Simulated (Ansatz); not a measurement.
# Ti: a changed input and its effect

System: Ti (P6₃/mmc, 4 atoms in the cell).
Method of run A: DFT, m-r2SCAN, plane waves (500 eV) with PAW, scalar-relativistic, spin-polarised (Ansatz 0.2.0).

Text and figures count atoms from 1; the logs count them from 0 in places.

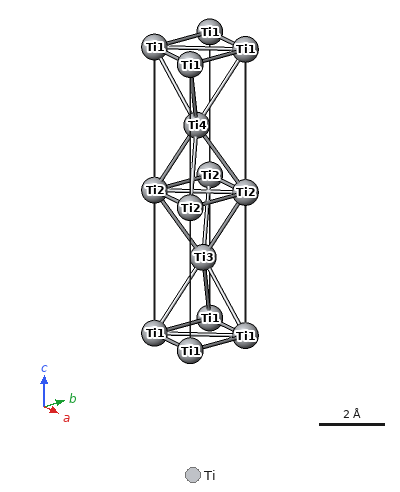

The input geometry (ball-and-stick view of the cell of the calculation, seen slightly off an axis; atoms are numbered from 1 in the order of the input).

## Input, run A
```yaml
crystal:
  lattice:
    - [2.8506560719, 0.0, 0.0]
    - [-1.4253280359, 2.4687405757, 0.0]
    - [0.0, 0.0, 9.1023954463]
  atoms:
    - { symbol: Ti, position: [1.0, 0.0, 0.0], spin: 1.0 }
    - { symbol: Ti, position: [1.0, 0.0, 0.5], spin: 1.0 }
    - { symbol: Ti, position: [0.3333333333, 0.6666666667, 0.25], spin: 1.0 }
    - { symbol: Ti, position: [0.6666666667, 0.3333333333, 0.75], spin: 1.0 }
hamiltonian:
  xc: mr2scan
  pseudopotentials:
    kind: paw
    azcp:
      Ti: "pseudopotentials/Ti.paw.azcp"
basis:
  ecutwfc: 500
  fft_grid_basis: typed
kpoints:
  mp_grid: { grid: [16, 16, 5], shift: [0, 0, 0] }
magnetization:
  spin_polarized: true
scf:
  occupations: { method: fermi_dirac, width: 0.05 }
output:
  stress: true
```

Hardware: 2 threads of an x86-64 CPU, shared host.

## Output, shortened to warnings, some set-up lines, iterations and results (run A)
```
WARN: the starting moments were not kept: the SCF closed with an absolute magnetisation of 1.2e-5 μB, where they sum to 4 μB in size (4 sites). That is at most 0.1 of that sum. Measured as dr2_m measures the in/out step, that magnetisation stands 1.4e-11 eV from none, at or under the dr2_threshold of 1.0e-7 eV: it is no larger than a step whose dr2_m would equal this threshold. The system may …
Basis set: ecut = 500 eV, 1617 PW (Γ), exchange–correlation on 96×96×288 points (64 copies of the dense FFT grid, shifted against one another)
Symmetry: 24 space group operations
k-points: 90 of 1280
Initial density: superposition of atomic densities (chi_scale 0.1, normalization cell)
[...]
SCF iter   1: F=—  HF=-10017.316962 eV  |F-HF|=—  |Δ(HF+E_count)|=         —  Δρ=6.51e-2 (↑6.51e-2 ↓1.61e-2)  dr2=2.68e0  dr2_τ=4.42e-2  dr2_m=7.13e-1  M=2.269 μB ∫|m|=2.269 …
SCF iter   2: F=—  HF=-10016.738069 eV  |F-HF|=—  |Δ(HF+E_count)|=   5.79e-1  Δρ=3.28e-2 (↑3.28e-2 ↓1.23e-2)  dr2=1.15e0  dr2_τ=5.60e-3  dr2_m=1.08e-1  M=2.048 μB ∫|m|=2.048 …
SCF iter   3: F=—  HF=-10016.620412 eV  |F-HF|=—  |Δ(HF+E_count)|=   1.18e-1  Δρ=7.86e-3 (↑7.86e-3 ↓7.72e-3)  dr2=1.08e-1  dr2_τ=1.29e-3  dr2_m=4.68e-3  M=1.503 μB ∫|m|=1.503 …
SCF iter   4: F=—  HF=-10017.106716 eV  |F-HF|=—  |Δ(HF+E_count)|=         —  Δρ=1.32e-2 (↑1.13e-2 ↓1.32e-2)  dr2=3.07e-2  dr2_τ=4.84e-3  dr2_m=7.48e-2  M=0.355 μB ∫|m|=0.363 …
SCF iter   5: F=—  HF=-10017.098628 eV  |F-HF|=—  |Δ(HF+E_count)|=   8.09e-3  Δρ=7.04e-3 (↑5.19e-3 ↓7.04e-3)  dr2=2.05e-2  dr2_τ=6.74e-4  dr2_m=1.26e-2  M=0.232 μB ∫|m|=0.277 …
[... 14 lines ...]
SCF iter  20: F=—  HF=-10017.131741 eV  |F-HF|=—  |Δ(HF+E_count)|=   1.46e-9  Δρ=1.24e-6 (↑1.24e-6 ↓9.33e-7)  dr2=2.07e-10  dr2_τ=3.70e-11  dr2_m=6.69e-10  M=0.000 μB …
SCF iter  21: F=—  HF=-10017.131741 eV  |F-HF|=—  |Δ(HF+E_count)|=   2.23e-9  Δρ=5.15e-7 (↑4.66e-7 ↓5.15e-7)  dr2=2.54e-11  dr2_τ=7.56e-12  dr2_m=1.35e-10  M=0.000 μB …
SCF iter  22: F=—  HF=-10017.131741 eV  |F-HF|=—  |Δ(HF+E_count)|=  5.28e-11  Δρ=4.74e-7 (↑4.74e-7 ↓4.39e-7)  dr2=2.14e-11  dr2_τ=6.77e-12  dr2_m=1.20e-10  M=0.000 μB …
SCF iter  23: F=-10017.131741 eV  HF=-10017.131741 eV  |F-HF|=5.09e-11  |Δ(HF+E_count)|=  4.38e-10  Δρ=1.56e-7 (↑1.51e-7 ↓1.56e-7)  dr2=2.10e-12  dr2_τ=7.84e-13  …
SCF 1 converged in 23 iterations: F = -10017.131741 eV  dr2 = 2.10e-12
WARN: the starting moments were not kept: the SCF closed with an absolute magnetisation of 1.2e-5 μB, where they sum to 4 μB in size (4 sites). That is at most 0.1 of that sum. Measured as dr2_m measures the in/out step, that magnetisation stands 1.4e-11 eV from none, at or under the dr2_threshold …
this state was not tested for a lower state beside it, because the mixer in use, unlike msr1, does not test its closes by its own steps (another_mixer; see scf.mixing.algorithm and scf.lower_state_search)
SCF converged after 23 iterations
Magnetization: 0.0000 μB (24.0000 up, 24.0000 down)
Absolute magnetization: 0.0000 μB (∫|ρ↑−ρ↓|, with the PAW one-centre terms)
Spin contamination: 0.0000 ħ² per cell (⟨S²⟩ above its minimum at these occupations)
Per-site moments (μB) at R_I (Å): [(3.693569538204705e-6, 1.1584639937830965), (3.693569538235279e-6, 1.1584639937830963), (-5.865981812050071e-7, 1.1584639937830965), (-5.865981812866234e-7, 1.1584639937830963)]
Free energy (F): -10017.131741 eV
Harris-Foulkes:  -10017.131741 eV  (|F-HF|=5.09e-11)
Internal energy: -10017.092393 eV  (E = F + TS)
E sigma→0 (E₀):  -10017.112067 eV
Entropy (-TS):   -0.039348 eV (-9.837 meV/atom)
Fermi energy:    14.650500 eV
--- Per-component energies (eV) ---
  E_band       = -614.982616
[...]
```

The input of run B differs as follows (lines with − go, lines with + come):
```diff
-    - [2.8506560719, 0.0, 0.0]
-    - [-1.4253280359, 2.4687405757, 0.0]
-    - [0.0, 0.0, 9.1023954463]
+    - [2.8087285686, 0.0, 0.0]
+    - [-1.4043642843, 2.4324302928, 0.0]
+    - [0.0, 0.0, 8.9685172423]
```

Predict how the results change.

With the same functional and potentials, run B lies 63.9 meV per atom higher. The pressure goes from 11.19 to 18.42 GPa. The volume per atom goes from 16.01 to 15.32 Å³. The cell is scaled evenly with the atoms at fixed fractional positions, so −ΔP/Δ ln V estimates the bulk modulus midway between the two volumes: about 160 GPa. The SCF takes 21 iterations against 23. The plane waves at Γ go from 1617 to 1581.

## Output, shortened to warnings, some set-up lines, iterations and results (run B)
```
WARN: the starting moments were not kept: the SCF closed with an absolute magnetisation of 1.4e-5 μB, where they sum to 4 μB in size (4 sites). That is at most 0.1 of that sum. Measured as dr2_m measures the in/out step, that magnetisation stands 1.4e-11 eV from none, at or under the dr2_threshold of 1.0e-7 eV: it is no larger than a step whose dr2_m would equal this threshold. The system may …
Basis set: ecut = 500 eV, 1581 PW (Γ), exchange–correlation on 96×96×288 points (64 copies of the dense FFT grid, shifted against one another)
Symmetry: 24 space group operations
k-points: 90 of 1280
Initial density: superposition of atomic densities (chi_scale 0.1, normalization cell)
[...]
SCF iter   1: F=—  HF=-10016.787214 eV  |F-HF|=—  |Δ(HF+E_count)|=         —  Δρ=6.61e-2 (↑6.61e-2 ↓1.70e-2)  dr2=2.52e0  dr2_τ=4.51e-2  dr2_m=7.23e-1  M=2.244 μB ∫|m|=2.244 …
SCF iter   2: F=—  HF=-10016.328623 eV  |F-HF|=—  |Δ(HF+E_count)|=   4.59e-1  Δρ=3.35e-2 (↑3.35e-2 ↓1.23e-2)  dr2=1.08e0  dr2_τ=5.59e-3  dr2_m=1.13e-1  M=2.029 μB ∫|m|=2.029 …
SCF iter   3: F=—  HF=-10016.335600 eV  |F-HF|=—  |Δ(HF+E_count)|=   6.98e-3  Δρ=7.95e-3 (↑7.95e-3 ↓7.78e-3)  dr2=1.03e-1  dr2_τ=1.24e-3  dr2_m=4.51e-3  M=1.503 μB ∫|m|=1.503 …
SCF iter   4: F=—  HF=-10016.844139 eV  |F-HF|=—  |Δ(HF+E_count)|=         —  Δρ=1.33e-2 (↑1.15e-2 ↓1.33e-2)  dr2=2.85e-2  dr2_τ=4.78e-3  dr2_m=7.40e-2  M=0.366 μB ∫|m|=0.366 …
SCF iter   5: F=—  HF=-10016.849805 eV  |F-HF|=—  |Δ(HF+E_count)|=   5.67e-3  Δρ=8.59e-3 (↑7.38e-3 ↓8.59e-3)  dr2=1.74e-2  dr2_τ=4.49e-4  dr2_m=2.86e-2  M=0.319 μB ∫|m|=0.320 …
[... 12 lines ...]
SCF iter  18: F=—  HF=-10016.876256 eV  |F-HF|=—  |Δ(HF+E_count)|=   1.15e-8  Δρ=1.21e-6 (↑1.21e-6 ↓9.88e-7)  dr2=4.66e-10  dr2_τ=3.34e-11  dr2_m=5.18e-10  M=-0.000 μB …
SCF iter  19: F=—  HF=-10016.876256 eV  |F-HF|=—  |Δ(HF+E_count)|=  5.24e-10  Δρ=8.38e-7 (↑8.38e-7 ↓6.91e-7)  dr2=8.03e-11  dr2_τ=1.54e-11  dr2_m=2.93e-10  M=-0.000 μB …
SCF iter  20: F=—  HF=-10016.876256 eV  |F-HF|=—  |Δ(HF+E_count)|=   1.30e-9  Δρ=5.78e-7 (↑4.75e-7 ↓5.78e-7)  dr2=3.82e-11  dr2_τ=7.48e-12  dr2_m=1.42e-10  M=0.000 μB …
SCF iter  21: F=-10016.876256 eV  HF=-10016.876256 eV  |F-HF|=5.46e-12  |Δ(HF+E_count)|=  7.37e-10  Δρ=2.15e-7 (↑1.19e-7 ↓2.15e-7)  dr2=3.91e-11  dr2_τ=7.28e-13  …
SCF 1 converged in 21 iterations: F = -10016.876256 eV  dr2 = 3.91e-11
WARN: the starting moments were not kept: the SCF closed with an absolute magnetisation of 1.4e-5 μB, where they sum to 4 μB in size (4 sites). That is at most 0.1 of that sum. Measured as dr2_m measures the in/out step, that magnetisation stands 1.4e-11 eV from none, at or under the dr2_threshold …
this state was not tested for a lower state beside it, because the mixer in use, unlike msr1, does not test its closes by its own steps (another_mixer; see scf.mixing.algorithm and scf.lower_state_search)
SCF converged after 21 iterations
Magnetization: 0.0000 μB (24.0000 up, 24.0000 down)
Absolute magnetization: 0.0000 μB (∫|ρ↑−ρ↓|, with the PAW one-centre terms)
Spin contamination: 0.0000 ħ² per cell (⟨S²⟩ above its minimum at these occupations)
Per-site moments (μB) at R_I (Å): [(2.831591415771122e-6, 1.1414252835068435), (2.8315914158114516e-6, 1.1414252835068432), (-2.2347524721534173e-6, 1.1414252835068435), (-2.234752472003022e-6, 1.1414252835068432)]
Free energy (F): -10016.876256 eV
Harris-Foulkes:  -10016.876256 eV  (|F-HF|=5.46e-12)
Internal energy: -10016.837969 eV  (E = F + TS)
E sigma→0 (E₀):  -10016.857112 eV
Entropy (-TS):   -0.038286 eV (-9.572 meV/atom)
Fermi energy:    15.416361 eV
--- Per-component energies (eV) ---
  E_band       = -575.801069
[...]
```

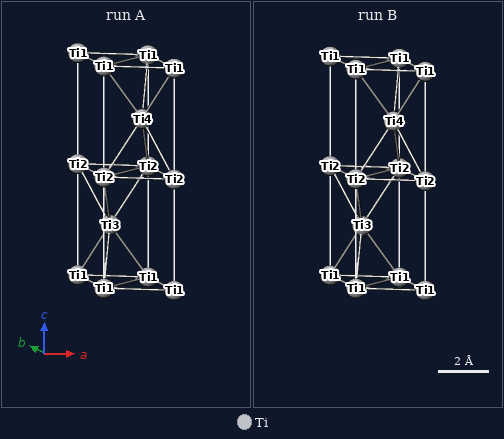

The two input geometries at one scale (ball-and-stick view of the cell of the calculation, seen slightly off an axis). No atom moves by more than 0.005 Å relative to the cell. Cell: a = b 2.851 → 2.809 Å (−1.5 %), c 9.102 → 8.969 Å (−1.5 %). Volume −4.3 %. Among the contacts that change: Ti1–Ti1 2.851 → 2.809 Å, Ti1–Ti3 2.808 → 2.767 Å.

## The two runs side by side

| quantity | run A | run B |
| --- | --- | --- |
| outcome | converged | converged |
| free energy per atom (eV) | −2504.2829 | −2504.2191 |
| energy per atom, smearing taken to zero (eV) | −2504.2780 | −2504.2143 |
| net moment of the cell (μB) | 0.00 | 0.00 |
| absolute moment of the cell (μB) | 0.00 | 0.00 |
| pressure (GPa) | 11.19 | 18.42 |
| volume per atom (Å³) | 16.01 | 15.32 |
| SCF iterations | 23 | 21 |
| irreducible k-points | 90 | 90 |
| plane waves at Γ | 1617 | 1581 |
| wall time (shared host) | 34 s | 32 s |

For both runs: Warnings: some starting moments were not kept; the state was not tested for a lower one. For run A: The cell is under a pressure of 11.2 GPa at this level, so it is not at its equilibrium volume. For run B: The cell is under a pressure of 18.4 GPa at this level, so it is not at its equilibrium volume.
